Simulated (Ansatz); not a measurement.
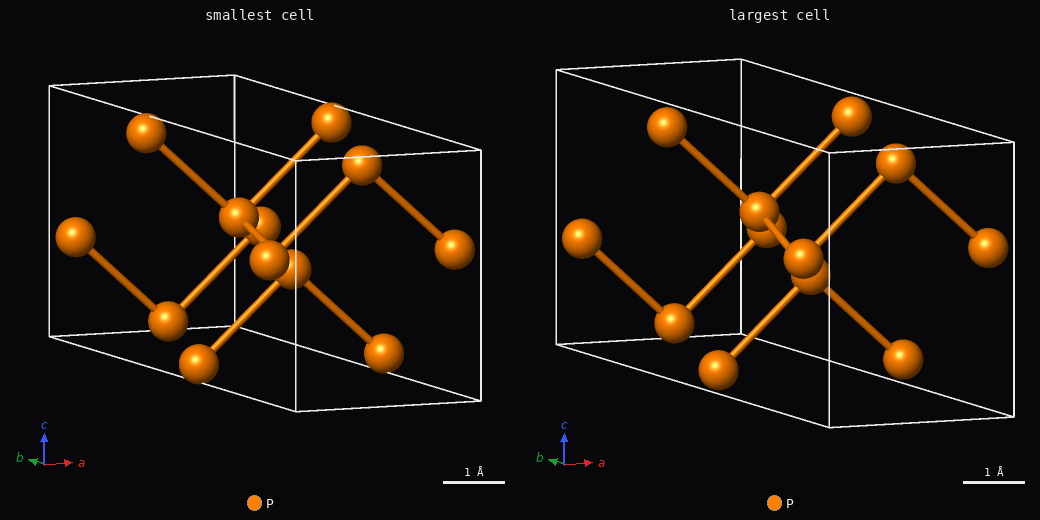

P, space group Cmce (No. 64), relaxed (cell and atoms, zero pressure) with four choices of dispersion term on top of PBE; the smallest and the largest of the relaxed conventional cells are drawn to one scale (sticks follow a distance rule). The start was a structure listed in the Materials Project.

Alike in all runs: Ansatz 0.2.0; functional PBE; potentials Ansatz PAW; cutoff 420 eV; k mesh 8 × 8 × 6 on the run's cell of 4 atoms; occupations fermi-dirac, width 0.05 eV; no spin polarisation; no spin-orbit coupling.

```tsv
level	volume (Å³/atom)	a (Å)	b (Å)	c (Å)	gap (eV)
none	?	?	?	?	?
D4	17.69	3.321	10.192	4.180	metal
D3(BJ)-ATM	17.84	3.320	10.227	4.204	metal
D3(BJ)	17.57	3.321	10.168	4.163	metal
```

**What does none give?**

Volume 21.25 Å³/atom; a 3.311 Å; b 11.260 Å; c 4.559 Å; gap 0.12 eV. That is the largest volume of all.

**Order the levels by the relaxed volume, smallest first.**

D3(BJ) (17.57 Å³/atom), D4 (17.69 Å³/atom), D3(BJ)-ATM (17.84 Å³/atom), none (21.25 Å³/atom). Rows within a few tenths of a per cent can't be told apart.

Gaps are the least found on the k-mesh, which can miss the band edges.

Caveat: the plane-wave basis is chosen anew once the cell has moved, so the energies of steps on either side of that aren't comparable; the relaxed volumes lie -14 to +4 % from the starting cell; semilocal functionals give gaps below the measured ones; gaps of a few tenths of an eV or less are fragile: at this level of theory the bands may already be inverted off the mesh, while measured gaps, where the compound is known, are often wider than semilocal functionals give.
